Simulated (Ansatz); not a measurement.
## Geometry relaxation, with input and output: TaN (part 1 of 3)

- system: TaN (P-62m, 6 atoms in the cell)
- method: DFT mr2SCAN, scalar-relativistic, plane waves, PAW, spin-polarised (Ansatz 0.2.0)

The structure derives from an entry of the Crystallography Open Database. It belongs to a series of runs on one base structure; here: volume × 0.98. Figures and captions count atoms from 1; the log counts them from 0 in places.

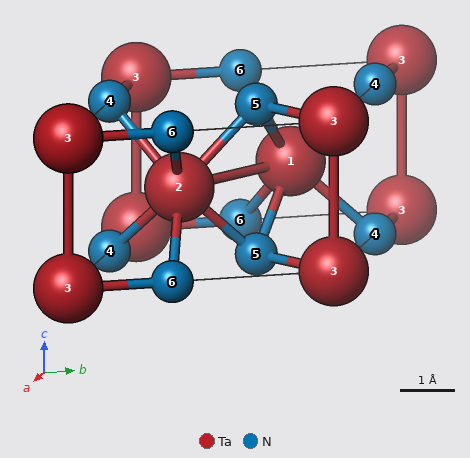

The starting structure (ball-and-stick view of the cell of the calculation, seen slightly off an axis; atoms are numbered from 1 in the order of the input). An atom can appear more than once, as a periodic image.

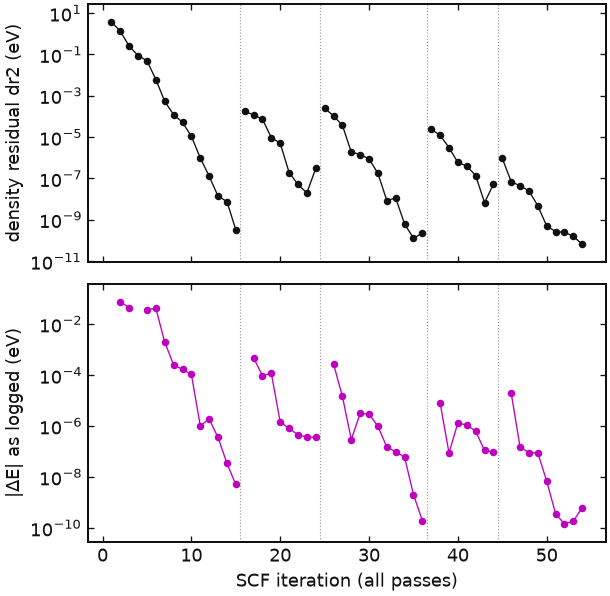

Convergence of the self-consistent field: density residual dr2 and size of the energy change against the SCF iteration. The dotted lines part the SCF passes of the relaxation: geometry steps, rejected trials and re-solves on a re-selected basis. The 5 passes take 8 to 15 iterations each, 54 in all.

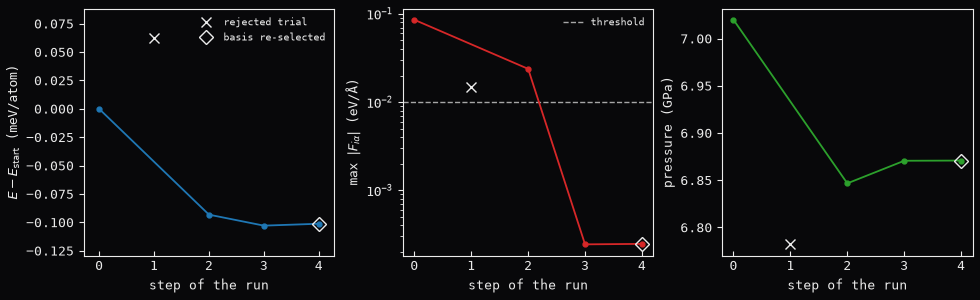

Progress of the relaxation, step by step (the first geometry is step 0 here and step 1 in the log). The largest moves relative to the cell, 0.004 Å, are those of N4, N5 and N6. Ta stays in place. The space group stays P-62m (No. 189). Over 3 geometry steps the energy falls by 0.1 meV per atom. Largest force component: 0.086 eV/Å at the start, 0.00025 eV/Å at the end. Pressure: 7.02 GPa at the start and 6.87 GPa at the end. The line search rejected the trial step at point 1 (counted from 0) and went back. A last SCF at the same geometry on a re-selected plane-wave basis shifts the energy by +0.0 meV per atom. (Atoms are counted from 1 in the order of the input.)

The input and output of the run follow.

Input
```yaml
crystal:
  lattice:
    - [5.1700269625, -1.0e-10, 0.0]
    - [-2.5850134812, 4.4773746878, 0.0]
    - [0.0, 0.0, 2.8853161557]
  atoms:
    - { symbol: Ta, position: [0.3333333333, 0.6666666667, 0.5], spin: 0.05 }
    - { symbol: Ta, position: [0.6666666667, 0.3333333333, 0.5], spin: 0.05 }
    - { symbol: Ta, position: [0.0, 0.0, 0.0], spin: -0.05 }
    - { symbol: "N", position: [0.3920680997, 0.0, 0.0] }
    - { symbol: "N", position: [0.6079319003, 0.6079319003, 0.0] }
    - { symbol: "N", position: [0.0, 0.3920680997, 0.0] }
basis:
  ecutwfc: 500
  ecutrho_ratio: 4
kpoints:
  mp_grid: { grid: [6, 6, 8] }
hamiltonian:
  xc: mr2scan
scf:
  occupations: { method: gaussian, width: 0.05 }
output:
  forces: true
  stress: true
  eigenvalues: true
  populations: true
magnetization:
  spin_polarized: true
relax:
  f_tol: 0.01
  max_steps: 40
  cell: { stress_tol: 0.1, fix: [volume] }
```

Launched with:
```bash
ansatz run input.yaml --threads 4 --pin off --max-ram 8192MiB --backend cpu --events-out ev --progress --plain --runs-dir out
```

Log
```
Engine: ansatz 0.2.0, aarch64-unknown-linux-gnu
Pseudopotentials: kind: paw
Pseudopotential: Ta, paw, valence charge 13, recommended cutoff 500 eV (meta_gga), Ta.paw.azcp
Pseudopotential: N, paw, valence charge 5, recommended cutoff 500 eV (meta_gga), N.paw.azcp
Functional definition: m-r2SCAN
  exchange = m_r2scan_x
  correlation = m_r2scan_c
Crystal: 6 atoms, lattice volume = 66.790 Å³
Basis set: ecut = 500 eV, 1727 PW (Γ), exchange–correlation on 160×160×96 points (64 copies of the dense FFT grid, shifted against one another)
Bands: 34, of which v1, the nominal top of the filled ones, is band 27 counted from 1 (26 counted from 0)
Symmetry: 12 space group operations
Space group: P-62m (ITA 189), of the structure as read, at distance tolerance 4.1e-5 Å
Magnetic group: BNS 189.221 (UNI 1451), of the structure as read, at distance tolerance 4.1e-5 Å
k-points: 35 of 288 (time reversal used)
Non-local potential: Ta, projectors of the file, l = 0: 3, l = 1: 2, l = 2: 2, l = 3: 1
Non-local potential: N, projectors of the file, l = 0: 2, l = 1: 2, l = 2: 1
PAW form: soft (Blöchl's): semilocal exchange-correlation on the pseudo side does not see the compensation charge
PAW frozen core: Ta, regenerated for the run's functional (the file was generated under x = pbe(κ = 0.804, μ = 0.2195149727645171), c = pbe(β = 0.06672455060314922))
PAW frozen core: N, regenerated for the run's functional (the file was generated under x = pbe(κ = 0.804, μ = 0.2195149727645171), c = pbe(β = 0.06672455060314922))
PAW one-centre angular grid: Ta, 590 points (default); XC on 160 Gauss nodes
PAW one-centre angular grid: N, 302 points (default); XC on 160 Gauss nodes
Initial density: superposition of atomic densities (chi_scale 0.1, normalization cell, long waves kept (reshape's long-wave potential 0.01 eV rms))
Starting moments: Σ|m| = 0.15 μB on 3 of 6 sites
Initial wavefunctions: pseudopotential atomic-orbital guess
Functional: x = mr2scan, c = mr2scan; τ floored in thin density (d = 2e-4 eV/Å³)
SCF iter   1: F=—  HF=-30995.443531 eV  |F-HF|=—  |Δ(HF+E_count)|=         —  Δρ=3.61e-2 (↑3.61e-2 ↓3.58e-2)  dr2=3.68e0  dr2_τ=2.22e-1  dr2_m=5.50e-4  M=0.000 μB ∫|m|=0.049 μB  β_m=0.30  ethr=3.10e-3  ⟨swp⟩=6.0  Hψ=10043  notcnv=0
Mixer restart at iter 1: flushing history
preconditioner: auto → Resta (q_TF=auto, 2.633 Å⁻¹)  ε∞=6.1  [insulator: Δε(μ)=0.187 eV  Ē_g=11.045 eV  σ=0.050 eV  W_gap=0.99  n_scr=26 (ndim 8)  ℏωp=24.9 eV  f_vac=0.000  D(μ)=0.03/eV (n_scr^D=0)  ε∞_Penn≈6.1]
spin=Collinear: Resta preconditioning applied to the charge; magnetization (m = ρ↑ − ρ↓) channel mixes plain (no charge-response kernel on spin).
SCF iter   2: F=—  HF=-30995.368140 eV  |F-HF|=—  |Δ(HF+E_count)|=   7.54e-2  Δρ=2.38e-2 (↑2.38e-2 ↓2.35e-2)  dr2=1.32e0  dr2_τ=1.99e-2  dr2_m=3.01e-4  M=0.000 μB ∫|m|=0.043 μB  β_m=0.30  ethr=3.10e-3  ⟨swp⟩=2.2  Hψ=4273  notcnv=0  defer=126  κ⁻¹=1.0e0(r=1)
SCF iter   3: F=—  HF=-30995.323098 eV  |F-HF|=—  |Δ(HF+E_count)|=   4.50e-2  Δρ=1.32e-2 (↑1.32e-2 ↓1.31e-2)  dr2=2.49e-1  dr2_τ=5.20e-3  dr2_m=1.11e-4  M=0.000 μB ∫|m|=0.031 μB  β_m=0.32  ethr=2.44e-3  ⟨swp⟩=2.2  Hψ=3622  notcnv=0  defer=126  κ⁻¹=1.1e-1(r=2)
SCF iter   4: F=—  HF=-30995.434715 eV  |F-HF|=—  |Δ(HF+E_count)|=         —  Δρ=8.18e-3 (↑8.17e-3 ↓8.18e-3)  dr2=8.79e-2  dr2_τ=1.61e-3  dr2_m=7.83e-5  M=-0.000 μB ∫|m|=0.015 μB  β_m=0.30  ethr=4.62e-4  ⟨swp⟩=2.2  Hψ=3298  notcnv=0  defer=129
Mixer restart at iter 4: flushing history
SCF iter   5: F=—  HF=-30995.472299 eV  |F-HF|=—  |Δ(HF+E_count)|=   3.76e-2  Δρ=6.09e-3 (↑6.07e-3 ↓6.09e-3)  dr2=4.94e-2  dr2_τ=8.93e-4  dr2_m=4.62e-5  M=-0.000 μB ∫|m|=0.012 μB  β_m=0.30  ethr=1.63e-4  ⟨swp⟩=1.0  Hψ=2380  notcnv=0  defer=129  κ⁻¹=1.0e0(r=1)
SCF iter   6: F=—  HF=-30995.514400 eV  |F-HF|=—  |Δ(HF+E_count)|=   4.21e-2  Δρ=1.54e-3 (↑1.51e-3 ↓1.54e-3)  dr2=6.11e-3  dr2_τ=6.57e-5  dr2_m=3.67e-6  M=-0.000 μB ∫|m|=0.004 μB  β_m=0.30  ethr=9.14e-5  ⟨swp⟩=2.1  Hψ=3552  notcnv=0  defer=129  κ⁻¹=7.1e-3(r=2)
SCF iter   7: F=—  HF=-30995.516387 eV  |F-HF|=—  |Δ(HF+E_count)|=   1.99e-3  Δρ=4.68e-4 (↑4.67e-4 ↓4.68e-4)  dr2=5.37e-4  dr2_τ=2.32e-5  dr2_m=2.58e-7  M=-0.000 μB ∫|m|=0.001 μB  β_m=0.32  ethr=1.13e-5  ⟨swp⟩=2.0  Hψ=3403  notcnv=0  defer=129  κ⁻¹=1.1e-3(r=3)
SCF iter   8: F=—  HF=-30995.516640 eV  |F-HF|=—  |Δ(HF+E_count)|=   2.53e-4  Δρ=2.69e-4 (↑2.68e-4 ↓2.69e-4)  dr2=1.22e-4  dr2_τ=1.33e-6  dr2_m=7.41e-8  M=-0.000 μB ∫|m|=0.001 μB  β_m=0.31  ethr=9.94e-7  ⟨swp⟩=2.2  Hψ=3132  notcnv=0  defer=129  κ⁻¹=7.2e-4(r=4)
SCF iter   9: F=—  HF=-30995.516810 eV  |F-HF|=—  |Δ(HF+E_count)|=   1.70e-4  Δρ=1.67e-4 (↑1.67e-4 ↓1.67e-4)  dr2=5.22e-5  dr2_τ=5.51e-7  dr2_m=2.21e-8  M=-0.000 μB ∫|m|=0.000 μB  β_m=0.30  ethr=2.26e-7  ⟨swp⟩=1.7  Hψ=3020  notcnv=0  defer=129  κ⁻¹=1.8e-4(r=5)
SCF iter  10: F=—  HF=-30995.516920 eV  |F-HF|=—  |Δ(HF+E_count)|=   1.09e-4  Δρ=7.41e-5 (↑7.41e-5 ↓7.28e-5)  dr2=1.08e-5  dr2_τ=4.26e-7  dr2_m=1.72e-9  M=-0.000 μB ∫|m|=0.000 μB  β_m=0.45  ethr=9.67e-8  ⟨swp⟩=2.0  Hψ=3893  notcnv=0  defer=129  κ⁻¹=2.6e-5(r=6)
SCF iter  11: F=—  HF=-30995.516921 eV  |F-HF|=—  |Δ(HF+E_count)|=   1.03e-6  Δρ=2.40e-5 (↑2.37e-5 ↓2.40e-5)  dr2=9.93e-7  dr2_τ=2.92e-8  dr2_m=2.54e-10  M=-0.000 μB ∫|m|=0.000 μB  β_m=0.30  ethr=2.00e-8  ⟨swp⟩=2.0  Hψ=3424  notcnv=0  defer=129  κ⁻¹=1.2e-6(r=7)
SCF iter  12: F=—  HF=-30995.516923 eV  |F-HF|=—  |Δ(HF+E_count)|=   1.92e-6  Δρ=9.57e-6 (↑9.30e-6 ↓9.57e-6)  dr2=1.29e-7  dr2_τ=8.43e-9  dr2_m=3.15e-10  M=-0.000 μB ∫|m|=0.000 μB  β_m=0.30  ethr=1.84e-9  ⟨swp⟩=2.4  Hψ=3749  notcnv=0  defer=129  κ⁻¹=3.8e-7(r=8)
SCF iter  13: F=—  HF=-30995.516923 eV  |F-HF|=—  |Δ(HF+E_count)|=   3.61e-7  Δρ=3.54e-6 (↑3.39e-6 ↓3.54e-6)  dr2=1.40e-8  dr2_τ=4.44e-10  dr2_m=2.02e-10  M=-0.000 μB ∫|m|=0.000 μB  β_m=0.30  ethr=2.39e-10  ⟨swp⟩=2.0  Hψ=4132  notcnv=0  defer=129  κ⁻¹=2.9e-7(r=8)
SCF iter  14: F=—  HF=-30995.516923 eV  |F-HF|=—  |Δ(HF+E_count)|=   3.49e-8  Δρ=2.29e-6 (↑2.24e-6 ↓2.29e-6)  dr2=7.67e-9  dr2_τ=1.77e-10  dr2_m=8.41e-11  M=-0.000 μB ∫|m|=0.000 μB  β_m=0.30  ethr=2.60e-11  ⟨swp⟩=7.9  Hψ=8149  notcnv=0  κ⁻¹=3.0e-7(r=8)
SCF iter  15: F=-30995.516923 eV  HF=-30995.516923 eV  |F-HF|=1.09e-11  |Δ(HF+E_count)|=   5.21e-9  Δρ=4.99e-7 (↑4.46e-7 ↓4.99e-7)  dr2=3.33e-10  dr2_τ=8.40e-12  dr2_m=3.65e-12  M=0.000 μB ∫|m|=0.000 μB  ethr=1.42e-11  ⟨swp⟩=3.0  Hψ=5812  notcnv=0
WARN: the starting moments were not kept: the SCF closed with an absolute magnetisation of 3.1e-6 μB, where they sum to 0.15 μB in size (3 sites). That is at most 0.1 of that sum. Measured as dr2_m measures the in/out step, that magnetisation stands 6.6e-13 eV from none, at or under the dr2_threshold of 1.0e-7 eV: it is no larger than a step whose dr2_m would equal this threshold. The system may hold no moment; this SCF shows only that its start led to no more than that. To try another start: raise the starting moments (crystal.atoms[].spin, magnetization.per_species, magnetization.initial_magnetization, or on a non-collinear deck that types none of these the spinor_matrix: blocks that start its atoms; where the total moment is fixed, keep their sum and leave initial_magnetization as it is; typed ones take the place of any that the run laid by itself, positive ones on a crystal's lanthanoids without a Hubbard term where scf.initial_density.shell_occupations: [] is typed) or, if the notice of its spin-set hold's release reads "site moments contracting" or "site moments show no strong build", lengthen the hold (scf.mixing.spin_hold: { on: { confirm: 4 } }; for m-r²SCAN on two components see the key's manual first). Each may lead to a state that holds a moment. A second SCF, from the converged charge density, with the starting moments and any scf.initial_density.shell_occupations laid on it anew, would have followed, and was not run: the deck does not ask for one (magnetization.retry_lost_moments is false, the default). To let it run, set magnetization.retry_lost_moments: true and run the deck again, where that key's refused combinations let it; where memory then withholds it, that run's warning says so.
SCF 1 converged in 15 iterations: F = -30995.516923 eV  dr2 = 3.33e-10
  greatest PAW one-centre occupation: 0.998 electrons in one spin orbital (limit 2), on the Ta atom at site 2 (counted from 0), in its partial waves of l = 0
relax step   1: F+E_penalty+E_count = -30995.51692299 eV  Δ(F+E_penalty+E_count) = +0.000e0 eV  max|allowed force component| = 8.568e-2 eV/Å  Δτ_max = 0.0000 Å  P = +7.020 GPa  Ω = 66.790 Å³  fix = [volume]  reactions: volume +7.020 GPa  (15 SCF iters, dr2 threshold 1.00e-7 eV, accepted)
Basis set: ecut = 500 eV, 1703 PW (Γ), exchange–correlation on 160×160×96 points (64 copies of the dense FFT grid, shifted against one another)
Initial density: handed on by an earlier stage of this run
Starting moments: Σ|m| = 0.15 μB on 3 of 6 sites; this step starts from the density that it was given
Initial wavefunctions: those handed on with the density
iter 1 solved again at ethr=3.64e-7 eV; its pass at ethr=3.10e-3 eV (dr2=1.97e-4 eV) is discarded
SCF iter   1: F=—  HF=-30995.515857 eV  |F-HF|=—  |Δ(HF+E_count)|=         —  Δρ=3.27e-4 (↑3.24e-4 ↓3.27e-4)  dr2=1.75e-4  dr2_τ=6.71e-4  dr2_m=1.82e-8  M=0.000 μB ∫|m|=0.000 μB  β_m=0.30  ethr=3.64e-7  ⟨swp⟩=3.1  Hψ=13359  notcnv=0
preconditioner: auto → Resta (q_TF=auto, 2.633 Å⁻¹)  ε∞=6.7  [insulator: Δε(μ)=0.147 eV  Ē_g=10.468 eV  σ=0.050 eV  W_gap=0.96  n_scr=26 (ndim 8)  ℏωp=24.9 eV  f_vac=0.000  D(μ)=0.15/eV (n_scr^D=0)  ε∞_Penn≈6.7]
spin=Collinear: Resta preconditioning applied to the charge; magnetization (m = ρ↑ − ρ↓) channel mixes plain (no charge-response kernel on spin).
SCF iter   2: F=—  HF=-30995.516334 eV  |F-HF|=—  |Δ(HF+E_count)|=   4.76e-4  Δρ=2.66e-4 (↑2.64e-4 ↓2.66e-4)  dr2=1.20e-4  dr2_τ=1.58e-6  dr2_m=1.03e-8  M=0.000 μB ∫|m|=0.000 μB  β_m=0.30  ethr=3.24e-7  ⟨swp⟩=2.5  Hψ=4173  notcnv=0  κ⁻¹=1.0e0(r=1)
SCF iter   3: F=—  HF=-30995.516430 eV  |F-HF|=—  |Δ(HF+E_count)|=   9.68e-5  Δρ=2.04e-4 (↑2.02e-4 ↓2.04e-4)  dr2=7.37e-5  dr2_τ=5.13e-7  dr2_m=5.62e-9  M=0.000 μB ∫|m|=0.000 μB  β_m=0.33  ethr=2.22e-7  ⟨swp⟩=1.0  Hψ=2380  notcnv=0  κ⁻¹=9.9e-3(r=2)
SCF iter   4: F=—  HF=-30995.516548 eV  |F-HF|=—  |Δ(HF+E_count)|=   1.18e-4  Δρ=4.69e-5 (↑4.69e-5 ↓4.69e-5)  dr2=9.45e-6  dr2_τ=2.90e-8  dr2_m=3.79e-11  M=0.000 μB ∫|m|=0.000 μB  β_m=0.31  ethr=1.37e-7  ⟨swp⟩=2.1  Hψ=3415  notcnv=0  κ⁻¹=1.0e-3(r=3)
SCF iter   5: F=—  HF=-30995.516550 eV  |F-HF|=—  |Δ(HF+E_count)|=   1.45e-6  Δρ=3.27e-5 (↑3.27e-5 ↓3.27e-5)  dr2=5.02e-6  dr2_τ=2.37e-8  dr2_m=3.82e-11  M=0.000 μB ∫|m|=0.000 μB  β_m=0.30  ethr=1.75e-8  ⟨swp⟩=2.2  Hψ=2987  notcnv=0  κ⁻¹=6.7e-4(r=4)
SCF iter   6: F=—  HF=-30995.516551 eV  |F-HF|=—  |Δ(HF+E_count)|=   8.29e-7  Δρ=1.04e-5 (↑1.04e-5 ↓1.04e-5)  dr2=1.94e-7  dr2_τ=6.11e-9  dr2_m=1.39e-11  M=0.000 μB ∫|m|=0.000 μB  β_m=0.30  ethr=9.29e-9  ⟨swp⟩=2.4  Hψ=3781  notcnv=0  κ⁻¹=2.9e-5(r=5)
SCF iter   7: F=—  HF=-30995.516551 eV  |F-HF|=—  |Δ(HF+E_count)|=   4.53e-7  Δρ=5.05e-6 (↑5.04e-6 ↓5.05e-6)  dr2=5.16e-8  dr2_τ=1.90e-9  dr2_m=1.16e-12  M=0.000 μB ∫|m|=0.000 μB  β_m=0.30  ethr=3.60e-10  ⟨swp⟩=2.4  Hψ=3274  notcnv=0  κ⁻¹=1.5e-5(r=6)
SCF iter   8: F=—  HF=-30995.516551 eV  |F-HF|=—  |Δ(HF+E_count)|=   3.81e-7  Δρ=3.26e-6 (↑3.26e-6 ↓3.26e-6)  dr2=2.00e-8  dr2_τ=3.62e-10  dr2_m=2.41e-13  M=-0.000 μB ∫|m|=0.000 μB  β_m=0.30  ethr=9.56e-11  ⟨swp⟩=2.2  Hψ=3691  notcnv=0  κ⁻¹=4.5e-6(r=7)
SCF iter   9: F=-30995.516551 eV  HF=-30995.516552 eV  |F-HF|=2.72e-7  |Δ(HF+E_count)|=   3.64e-7  Δρ=6.16e-6 (↑6.15e-6 ↓6.16e-6)  dr2=3.08e-7  dr2_τ=2.35e-9  dr2_m=4.51e-13  M=-0.000 μB ∫|m|=0.000 μB  ethr=3.71e-11  ⟨swp⟩=1.8  Hψ=7011  notcnv=0
the starting moments were not kept: the SCF closed with an absolute magnetisation of 4.9e-7 μB, where they sum to 0.15 μB in size (3 sites). That is at most 0.1 of that sum. Measured as dr2_m measures the in/out step, that magnetisation stands 1.7e-14 eV from none, at or under the dr2_threshold of 4.6e-7 eV: it is no larger than a step whose dr2_m would equal this threshold.
SCF 2 converged in 9 iterations: F = -30995.516551 eV  dr2 = 3.08e-7
relax step   2: F+E_penalty+E_count = -30995.51655148 eV  Δ(F+E_penalty+E_count) = +3.715e-4 eV  max|allowed force component| = 1.484e-2 eV/Å  Δτ_max = 0.0059 Å  P = +6.782 GPa  Ω = 66.790 Å³  energy of the carried Pulay correction = +2.237e-17 eV  fix = [volume]  (9 SCF iters, dr2 threshold 4.59e-7 eV, rejected (line search))
iter 1 solved again at ethr=4.20e-7 eV; its pass at ethr=3.10e-3 eV (dr2=2.27e-4 eV) is discarded
```
